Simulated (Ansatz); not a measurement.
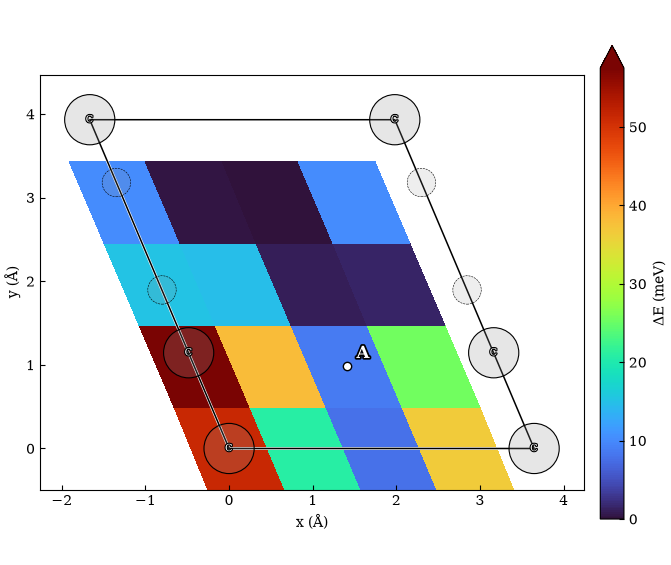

CO on a C(110) slab cut from the R-3m phase, its upper half relaxed before the scan (40 atoms of substrate and one adsorbate in a 2 × 2 cell). CO (O end down) is moved over the surface cell at a fixed height above a rigid substrate; the origin of the map has the adsorbate above C33; the height is held at 3.00 Å. Places are given modulo a cell vector. The map is drawn in real space over the plane of the surface. Grid: 4 × 4 points. Places are given in fractions of the 1 × 1 surface cell. Energies are in meV, from the lowest grid point. At a fixed height the lowest place need not be the adsorption site. Level of theory: DFT PBE+D3(BJ), scalar-relativistic, plane waves, PAW in Ansatz. Settings: cutoff 420 eV, k-mesh 4×4×1, gaussian smearing 0.05 eV, no spin polarisation.

The picture shows one coloured cell a grid point, labelled circles for the atoms of the top layer and small ones for the second layer, the outline of one cell of the plane, one colour for all values above the top of the scale, the point A.

**Which way does the force act at A, and how strong is it?**

A, at (2/4, 1/4) of the cell vectors, is not a stationary point. The computed force is 0.013 eV/Å in the plane, pointing up and right in the picture (components 0.010 and 0.009 eV/Å).

PAW datasets: the set soft_1.
